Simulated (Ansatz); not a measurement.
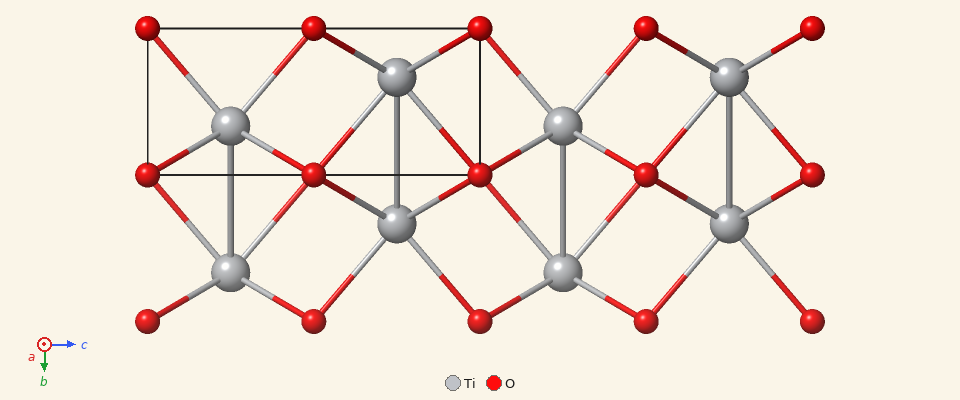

The picture looks along a close-packed row of the hexagonal mesh; c points to the right. Every atom sits on one of the three columns of the mesh; call them A, B, C in the order in which they first turn up. The sequence starts with the first layer at or above the cell's origin.

System TiO; source of the atomic positions: the geometry relaxed at fixed volume with Ansatz 0.2.0, DFT r2SCAN, scalar-relativistic, plane waves, PAW.

> Give the sequence of layers in one repeat, with element and column.

O(A) – Ti(B) – O(A) – Ti(C) (four layers in 5.44 Å).

> How are the O layers alone stacked?

O layers alone: AA, a sequence in which some neighbouring layers lie directly above each other.

> Which positions between or in the O layers do the other atoms fill?

Ti: two trigonal-prismatic sites in each hexagonal cell.
